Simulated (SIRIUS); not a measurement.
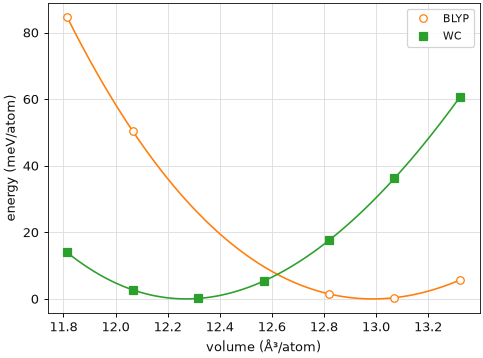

The picture above shows the energy against volume, with one curve for each functional, for HfC (space group Fm-3m).

Computed with SIRIUS 7.12.0: all-electron LAPW DFT, no spin polarisation; energies at scaled volumes of the given cell, shape and fractions fixed, counted from the fit's minimum, third-order Birch-Murnaghan fit. All runs: no spin polarisation.

k mesh 10×10×10; occupations Fermi–Dirac; smearing width 0.05 eV; potentials all electron FP LAPW.

**Order the curves by fitted equilibrium volume, smallest first.**

WC 12.271, BLYP 12.987 Å³/atom.

**Order the curves by fitted bulk modulus, smallest first.**

BLYP 219, WC 247 GPa.
